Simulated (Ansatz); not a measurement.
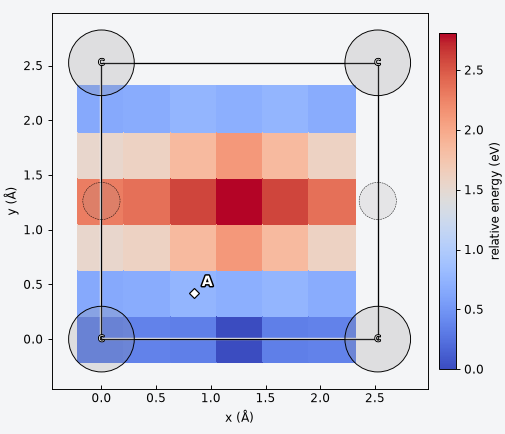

Cl on a C(100) slab cut from the Fd-3m phase, its upper half relaxed before the scan (24 atoms of substrate and one adsorbate in a 2 × 2 cell). Cl is moved over the surface cell; relaxed at each place: the height of the adsorbate's atoms; substrate rigid; the origin of the map has the adsorbate above C21. Places are given modulo a cell vector. The map is drawn in real space over the plane of the surface. The grid has 6 × 6 points; 16 points were computed and 20 follow by symmetry. Places are given in fractions of the 1 × 1 surface cell. Energies are in eV, from the lowest grid point. The magnetic moment jumps between some neighbouring points. All numbers below come from Ansatz 0.2.0, DFT PBE, scalar-relativistic, plane waves, PAW. Settings: cutoff 420 eV, k-mesh 5×5×1, gaussian smearing 0.05 eV, spin-polarised.

The picture shows one coloured cell a grid point, labelled circles for the atoms of the top layer and small ones for the second layer, the outline of one cell of the plane, the point A.

### Which way does the force act at A, and how strong is it?

A, at (2/6, 1/6) of the cell vectors, is not a stationary point. The computed force is 2 eV/Å in the plane, pointing down in the picture (components 0.1 and −2.0 eV/Å).

PAW datasets: the set soft_1.
